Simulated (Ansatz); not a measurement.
The cell of Na₂S in space group Fm-3m. Origin of the cell: a calculation's input that goes back to an entry of the Crystallography Open Database (an earlier step may have relaxed or displaced it).

```
Na S
1.0
     6.52600    0.00000    0.00000
     0.00000    6.52600    0.00000
     0.00000    0.00000    6.52600
Na S
8 4
Cartesian
  1.6315 4.8945 4.8945
  1.6315 1.6315 4.8945
  1.6315 1.6315 1.6315
  1.6315 4.8945 1.6315
  4.8945 4.8945 1.6315
  4.8945 1.6315 1.6315
  4.8945 1.6315 4.8945
  4.8945 4.8945 4.8945
  0.0000 0.0000 0.0000
  0.0000 3.2630 3.2630
  3.2630 0.0000 3.2630
  3.2630 3.2630 0.0000
```

Bond valence s = exp((R0 − d)/b), R0 fitted to published crystal structures with b = 0.37 Å, summed over all anions within 5 Å; R0 in Å: Na+–S 2.286.

### Calculate the bond-valence sums (anions within 5 Å).

```
site              x, y, z  formal valence  bond-valence sum  difference
 Na1  0.250, 0.750, 0.750              +1              0.93       -0.07
  S1  0.000, 0.000, 0.000              −2              1.86       -0.14
```

The global instability index (root mean square of the differences over all atoms) is 0.10 v.u.: little strain. The cell was not relaxed for this table, and a volume that is off by a few per cent shifts all sums together.

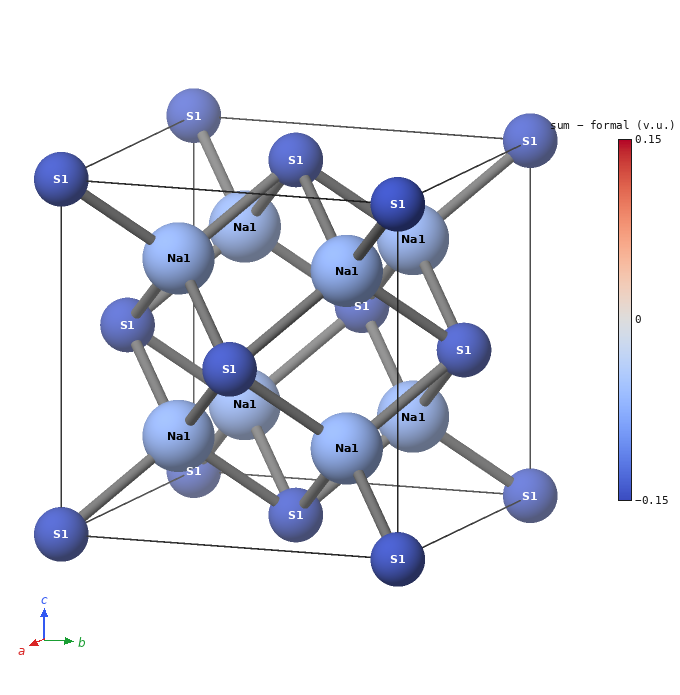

Atoms coloured by sum less the size of the formal valence, view slightly off an axis.
